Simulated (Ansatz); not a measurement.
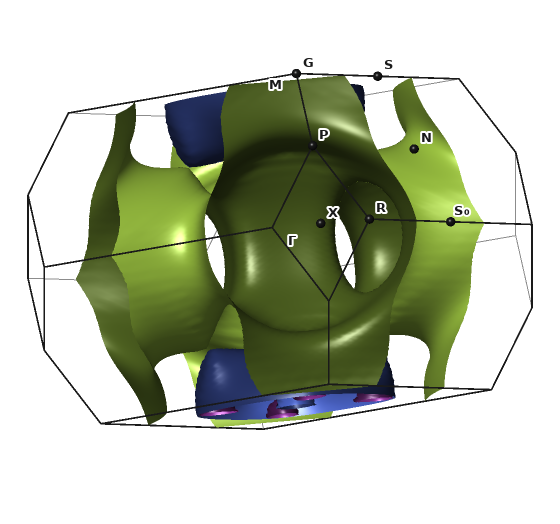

A computed Fermi surface in the first Brillouin zone. Each colour is one band. The brighter face of a sheet looks towards empty states.

Q: Which lattice has this zone with these labels?

A: Body-centred tetragonal.

Q: What do the sheets look like?

A: The pink sheet: four hole pockets on the G–M line, no more than about three mesh steps wide (each 0.07 % of the zone).
The blue sheet: one hole pocket in a ring or shell around M (7.0 % of the zone).
The green sheet: an open network that joins neighbouring zones in all directions (the band is filled at X and P and empty at Γ, M and N).
A pocket cut by a face of the zone is counted once with the part on the opposite face.

The surface was computed for TiAl₃ (I4/mmm); other compounds with the same structure and electron count can look alike.

Method: Ansatz 0.2.0, DFT PBEsol, scalar-relativistic, plane waves, PAW; levels and slopes on a dense k mesh at the converged density. No spin polarisation. The levels come from a k mesh of 24×24×24 points. Cell and positions as given, without relaxation. The cell comes from a database of computed structures, not from a measurement.

A magnetic state wasn't tried and may lie lower. Necks and pockets thinner than about two mesh steps aren't resolved, so separate pockets may in truth be joined.
